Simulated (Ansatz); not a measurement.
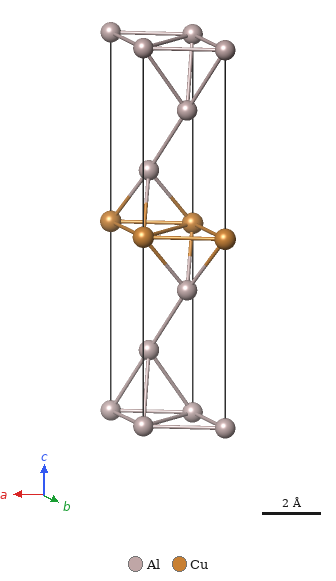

Normal modes of solid Al5Cu (a generated structure), space group P-3m1 (No. 164), at the zone centre. Style: ball-and-stick. Shown: the cell of the calculation, from a free direction.

Level of theory: DFT PBE, scalar-relativistic, plane waves, PAW in Ansatz 0.2.0.

Input file:
```yaml
crystal:
  lattice:
    - [2.8461422726, -2.89e-08, 0.0]
    - [-1.4230711113, 2.4648315253, 0.0]
    - [0.0, 0.0, 13.3654787207]
  atoms:
    - { symbol: Al, position: [0.0, 0.0, 0.0] }
    - { symbol: Al, position: [0.3333333333, 0.6666666667, 0.8249519351] }
    - { symbol: Al, position: [0.6666666667, 0.3333333333, 0.6507888352] }
    - { symbol: Al, position: [0.3333333333, 0.6666666667, 0.3492111648] }
    - { symbol: Al, position: [0.6666666667, 0.3333333333, 0.1750480649] }
    - { symbol: Cu, position: [0.0, 0.0, 0.5] }
basis:
  ecutwfc: 420
kpoints:
  mp_grid: { grid: [18, 18, 4] }
hamiltonian:
  xc: pbe
scf:
  occupations: { method: fermi_dirac, width: 0.15 }
output:
  eigenvalues: true
phonons:
  method: dfpt
  eigenvectors: true
  qmesh: [3, 3, 1]
  temperatures: { t_max: 1000, t_step: 100 }
  qpath:
    path:
      - [[0.0, 0.0, 0.0], [0.5, 0.0, 0.0], [0.33333333, 0.33333333, 0.0], [0.0, 0.0, 0.0], [0.0, 0.0, 0.5], [0.5, 0.0, 0.5], [0.33333333, 0.33333333, 0.5], [0.0, 0.0, 0.5]]
      - [[0.5, 0.0, 0.5], [0.5, 0.0, 0.0]]
      - [[0.33333333, 0.33333333, 0.5], [0.33333333, 0.33333333, 0.0]]
    npoints: 8
```

Run as
```bash
ansatz run input.yaml --threads 4 --pin off --max-ram 8192MiB --backend cpu --events-out ev --progress --plain --runs-dir out
```

The frequencies depend somewhat on the k-mesh and the smearing.

Give the spectrum at this point.

Answer. The calculation's cell holds 6 atoms, so there are 15 optical modes, in 10 levels. The optical modes span 3E_u + 2E_g + 3A₂u + 2A₁g. No level is unstable.

```tsv
level	symmetry	frequency (cm⁻¹)	activity
1	E_u	76	infrared-active
2	E_g	90	Raman-active
3	E_u	133	infrared-active
4	A₂u	134	infrared-active
5	E_g	140	Raman-active
6	E_u	153	infrared-active
7	A₁g	175	Raman-active
8	A₂u	252	infrared-active
9	A₁g	297	Raman-active
10	A₂u	315	infrared-active
```

The crystal is a metal, so free carriers screen the infrared response.

The displacement patterns (one member of each degenerate set), 6 of the levels:

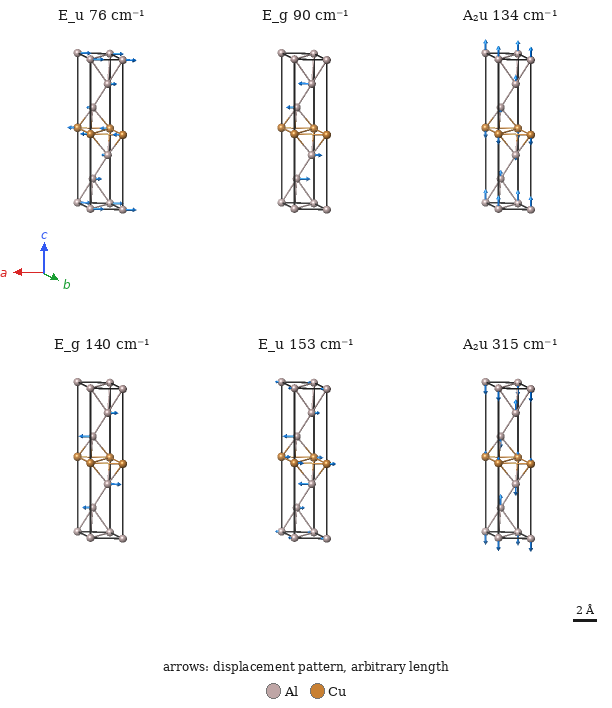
